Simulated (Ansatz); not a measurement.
## Electronic structure of BeS$_{2}$ in real space

```
Be S
1.0
     4.65441    0.00000    0.00000
     0.00000    4.65441    0.00000
     0.00000    0.00000    5.23173
Be S
2 4
Cartesian
  0.0000 0.0000 0.0000
  2.3272 2.3272 0.0000
  3.9081 1.5809 1.1518
  0.7463 3.0735 1.1518
  1.5809 0.7463 4.0799
  3.0735 3.9081 4.0799
```

Space group P-42₁m; a generated structure, not necessarily the stable one; changed on purpose from its base cell (volume × 0.88, shape and atoms relaxed).

Method: Ansatz 0.2.0, DFT PBE, scalar-relativistic, plane waves, PAW.

The density is the valence pseudo-density of a PAW calculation; it isn't the true density close to the nuclei.

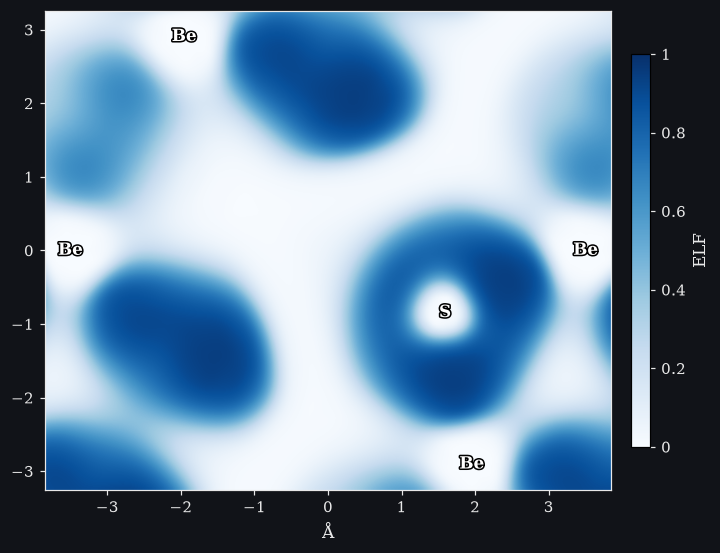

Figure 1. ELF on the (111) plane of the conventional cell.

Q: What do the fields say about this system?

A: Atoms in the plane: Be and S. Atoms just off the plane (S, 0.8 Å away) can leave unmarked features too. Be–S (2.09 Å): the ELF peaks at about 0.95 between the atoms (a shared but strongly polarised pair). The ELF also peaks beside S, away from the bonds: lone-pair regions.

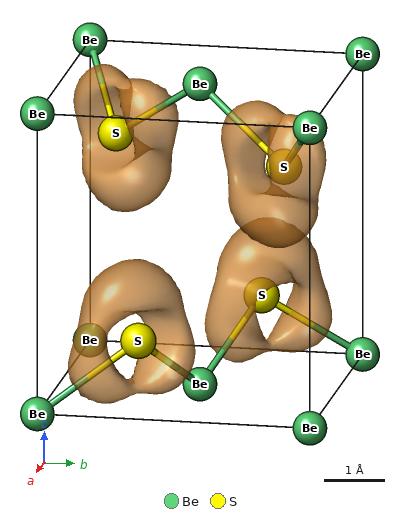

Figure 2. Isosurface of the electron localisation function at 0.85 (orange), seen slightly off an axis. Core shells and regions of very low density are left out. Sticks mark near contacts.

Q: Identify the bonds, lone pairs and shells in this picture.

A: At this value the surface marks out four regions wrapped around S (the valence shell of each), counted in one cell of 6 atoms. Regions shared between cells count once. Along the contacts the grid gives the following. S–S (2.11 Å): the ELF peaks at about 0.80 between the atoms (localised, covalent bonding).

Q: Metal or insulator at this level of theory?

A: It is gapped, with a Kohn–Sham gap of 2.1 eV on the k-point mesh, an upper bound to the gap of this method.
